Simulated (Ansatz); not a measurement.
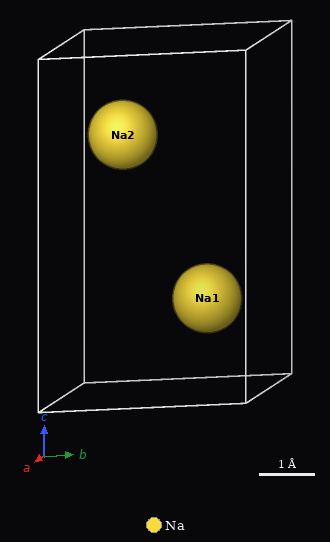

Figure 1. The structure (ball-and-stick view of the cell of the calculation, seen slightly off an axis; atoms are numbered from 1 in the order of the input).

# From Na to K

System: Na (P6₃/mmc, 2 atoms in the cell).
Method of the first run: DFT PBEsol, scalar-relativistic, plane waves, PAW, no spin polarisation (Ansatz 0.2.0).
System of the second run: K (2 atoms in the cell).

On the first run: The structure was made by swapping elements on the sites of another compound; it need not be a known phase. On the second run: The structure derives from a Materials Project entry. Text and figures count atoms from 1; the logs count them from 0 in places.

## Input file, the first run
```yaml
crystal:
  lattice:
    - [4.035649856, 0.0, 0.0]
    - [-2.017824928, 3.4949752961, 0.0]
    - [0.0, 0.0, 6.6000344025]
  atoms:
    - { symbol: Na, position: [0.3333333333, 0.6666666667, 0.25] }
    - { symbol: Na, position: [0.6666666667, 0.3333333333, 0.75] }
basis:
  ecutwfc: 420
kpoints:
  mp_grid: { grid: [6, 6, 4] }
hamiltonian:
  xc: pbesol
scf:
  occupations: { method: gaussian, width: 0.1 }
output:
  forces: true
  stress: true
  eigenvalues: true
```

Launched with:
```bash
ansatz run input.yaml --threads 1 --pin off --max-ram 2560MiB --backend cpu --events-out ev --progress --plain --runs-dir out
```

Hardware: 1 thread of Arm Neoverse V1, 24 GiB of memory available, shared host.

## Output, shortened to warnings, some set-up lines, iterations and results (the first run)
```
Basis set: ecut = 420 eV, 1811 PW (Γ), exchange–correlation on 54×54×90 points (8 copies of the dense FFT grid, shifted against one another)
Symmetry: 24 space group operations
k-points: 21 of 144
Initial density: superposition of atomic densities (neutral atoms: chi_scale 0, normalization atom), corrected by the library's trained network
[...]
SCF iter   1: F=—  HF=-2951.652253 eV  |F-HF|=—  |Δ(HF+E_count)|=         —  Δρ=1.38e-3  dr2=8.08e-4  ethr=1.77e-3  ⟨swp⟩=4.3  Hψ=1356  notcnv=0
SCF iter   2: F=—  HF=-2951.651065 eV  |F-HF|=—  |Δ(HF+E_count)|=   1.19e-3  Δρ=4.02e-4  dr2=1.38e-4  ethr=4.49e-6  ⟨swp⟩=2.2  Hψ=627  notcnv=0
SCF iter   3: F=—  HF=-2951.651128 eV  |F-HF|=—  |Δ(HF+E_count)|=   6.36e-5  Δρ=1.18e-4  dr2=2.47e-5  ethr=7.67e-7  ⟨swp⟩=2.0  Hψ=393  notcnv=0  defer=1
SCF iter   4: F=—  HF=-2951.651135 eV  |F-HF|=—  |Δ(HF+E_count)|=   6.66e-6  Δρ=3.98e-5  dr2=7.84e-7  ethr=1.37e-7  ⟨swp⟩=2.0  Hψ=455  notcnv=0  defer=1
SCF iter   5: F=—  HF=-2951.651135 eV  |F-HF|=—  |Δ(HF+E_count)|=   2.64e-7  Δρ=1.69e-5  dr2=1.03e-7  ethr=4.35e-9  ⟨swp⟩=2.0  Hψ=455  notcnv=0  defer=1
SCF iter   6: F=-2951.651134 eV  HF=-2951.651134 eV  |F-HF|=6.67e-9  |Δ(HF+E_count)|=   8.73e-8  Δρ=3.37e-6  dr2=4.37e-9  ethr=5.56e-10  ⟨swp⟩=4.7  Hψ=920  notcnv=0
SCF 1 converged in 6 iterations: F = -2951.651134 eV  dr2 = 4.37e-9
SCF converged after 6 iterations
Free energy (F): -2951.651134 eV
Harris-Foulkes:  -2951.651134 eV  (|F-HF|=6.67e-9)
Internal energy: -2951.649000 eV  (E = F + TS)
E sigma→0 (E₀):  -2951.650067 eV
Entropy (-TS):   -0.002135 eV (-1.067 meV/atom)
Fermi energy:    0.780784 eV
--- Per-component energies (eV) ---
  E_band       = -498.458410
  E_kinetic    = 239.413112
  E_local      = -3014.550096  (includes V_loc(G=0)·N_el)
  E_nonlocal   = 231.461454
  E_hartree    = 1109.937017
  E_xc         = -74.590597
  E_vxc        = -96.380180  (∫ρ·V_xc dr)
  E_paw        = -506.942879  (= ΣΔE_a)
  E_vpaw       = -78.273221  (= ΣTr[D̂ρ^β])
  E_aug_tail   = -0.000047  (compensation charges beyond the density's cutoff)
  E_ewald      = -936.486350
  E_core_change = 0.109388  (= ΣΔE_core)
  E_smearing   = -0.002135  (= −TS)
  E_closure    = 0.000000  (closes the sum)
  Σ components = -2951.651134   (vs F -2951.651134, Δ=0.00e0)
--- Forces (eV/Å), atoms counted from 1 ---
  atom   1  Na     0.00000000    -0.00000000    -0.00000000
  atom   2  Na    -0.00000000     0.00000000     0.00000000
  max |Σ_I F_I| component: 0.00e0 eV/Å
--- Stress (GPa, compression-positive) ---
       -1.048618      -0.000000      -0.000000
        0.000000      -1.048618      -0.000000
       -0.000000      -0.000000      -1.621373
  P = ⅓ Tr σ = -1.2395 GPa (-12.395 kbar)
```

The input of the second run differs as follows (lines with − go, lines with + come):
```diff
-    - [4.035649856, 0.0, 0.0]
-    - [-2.017824928, 3.4949752961, 0.0]
-    - [0.0, 0.0, 6.6000344025]
+    - [4.7623960204, 0.0, 0.0]
+    - [-2.3811980102, 4.1243559365, 0.0]
+    - [0.0, 0.0, 7.82997132]
-    - { symbol: Na, position: [0.3333333333, 0.6666666667, 0.25] }
-    - { symbol: Na, position: [0.6666666667, 0.3333333333, 0.75] }
+    - { symbol: K, position: [0.33333333, 0.66666667, 0.25] }
+    - { symbol: K, position: [0.66666667, 0.33333333, 0.75] }
```

How does the second run compare with the first run?

The total energies belong to different systems, so their difference says nothing on which is more stable or more accurate. The pressure goes from −1.24 to −0.25 GPa. The volume per atom goes from 46.55 to 76.90 Å³. The number of SCF iterations is the same. The plane waves at Γ go from 1811 to 3009.

## Output, shortened to warnings, some set-up lines, iterations and results (the second run)
```
Basis set: ecut = 420 eV, 3009 PW (Γ), exchange–correlation on 64×64×108 points (8 copies of the dense FFT grid, shifted against one another)
Symmetry: 24 space group operations
k-points: 21 of 144
Initial density: superposition of atomic densities (neutral atoms: chi_scale 0, normalization atom), corrected by the library's trained network
[...]
SCF iter   1: F=—  HF=-3032.052106 eV  |F-HF|=—  |Δ(HF+E_count)|=         —  Δρ=1.17e-3  dr2=1.13e-3  ethr=1.77e-3  ⟨swp⟩=6.3  Hψ=1822  notcnv=0
SCF iter   2: F=—  HF=-3032.051136 eV  |F-HF|=—  |Δ(HF+E_count)|=   9.70e-4  Δρ=4.92e-4  dr2=1.61e-4  ethr=6.26e-6  ⟨swp⟩=2.2  Hψ=617  notcnv=0
SCF iter   3: F=—  HF=-3032.051179 eV  |F-HF|=—  |Δ(HF+E_count)|=   4.30e-5  Δρ=1.39e-4  dr2=2.90e-5  ethr=8.94e-7  ⟨swp⟩=1.7  Hψ=336  notcnv=0
SCF iter   4: F=—  HF=-3032.051188 eV  |F-HF|=—  |Δ(HF+E_count)|=   8.60e-6  Δρ=3.10e-5  dr2=2.35e-6  ethr=1.61e-7  ⟨swp⟩=2.4  Hψ=377  notcnv=0
SCF iter   5: F=-3032.051188 eV  HF=-3032.051188 eV  |F-HF|=1.17e-8  |Δ(HF+E_count)|=   1.63e-7  Δρ=2.22e-6  dr2=5.79e-9  ethr=1.31e-8  ⟨swp⟩=1.0  Hψ=269  notcnv=0
SCF iter   6: F=-3032.051188 eV  HF=-3032.051188 eV  |F-HF|=1.01e-10  |Δ(HF+E_count)|=   1.40e-8  Δρ=3.79e-7  dr2=2.84e-10  ethr=3.22e-11  ⟨swp⟩=2.8  Hψ=1089  notcnv=0
SCF 1 converged in 6 iterations: F = -3032.051188 eV  dr2 = 2.84e-10
SCF converged after 6 iterations
Free energy (F): -3032.051188 eV
Harris-Foulkes:  -3032.051188 eV  (|F-HF|=1.01e-10)
Internal energy: -3032.047105 eV  (E = F + TS)
E sigma→0 (E₀):  -3032.049146 eV
Entropy (-TS):   -0.004083 eV (-2.041 meV/atom)
Fermi energy:    1.520047 eV
--- Per-component energies (eV) ---
  E_band       = -288.656227
  E_kinetic    = 503.569548
  E_local      = -1529.827611  (includes V_loc(G=0)·N_el)
  E_nonlocal   = 27.561349
  E_hartree    = 545.953959
  E_xc         = -263.753368
  E_vxc        = -323.078315  (∫ρ·V_xc dr)
  E_paw        = -1523.592973  (= ΣΔE_a)
  E_vpaw       = -58.788664  (= ΣTr[D̂ρ^β])
  E_aug_tail   = -0.000006  (compensation charges beyond the density's cutoff)
  E_ewald      = -792.173772
  E_core_change = 0.215770  (= ΣΔE_core)
  E_smearing   = -0.004083  (= −TS)
  E_closure    = -0.000000  (closes the sum)
  Σ components = -3032.051188   (vs F -3032.051188, Δ=0.00e0)
--- Forces (eV/Å), atoms counted from 1 ---
  atom   1  K      0.00000000     0.00000000     0.00000000
  atom   2  K      0.00000000    -0.00000000     0.00000000
  max |Σ_I F_I| component: 8.67e-19 eV/Å
--- Stress (GPa, compression-positive) ---
       -0.158013       0.000000       0.000000
        0.000000      -0.158013       0.000000
        0.000000       0.000000      -0.428455
  P = ⅓ Tr σ = -0.2482 GPa (-2.482 kbar)
```

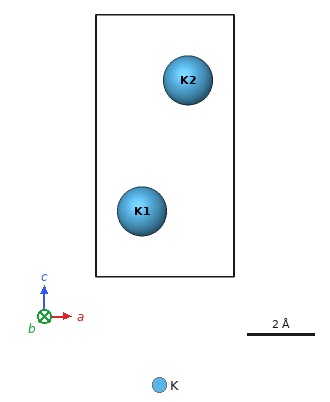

Figure 2. The input structure of the second run (ball-and-stick view of the cell of the calculation, along the b axis; atoms are numbered from 1 in the order of the input).

## The two runs side by side

| quantity | the first run | the second run |
| --- | --- | --- |
| outcome | converged | converged |
| free energy per atom (eV) | −1475.8256 | −1516.0256 |
| energy per atom, smearing taken to zero (eV) | −1475.8250 | −1516.0246 |
| gap on the mesh (eV) | 0.00 | 0.00 |
| pressure (GPa) | −1.24 | −0.25 |
| volume per atom (Å³) | 46.55 | 76.90 |
| largest force (eV/Å) | 0.000 | 0.000 |
| SCF iterations | 6 | 6 |
| irreducible k-points | 21 | 21 |
| plane waves at Γ | 1811 | 3009 |
| wall time (shared host) | 1.3 s | 2.2 s |
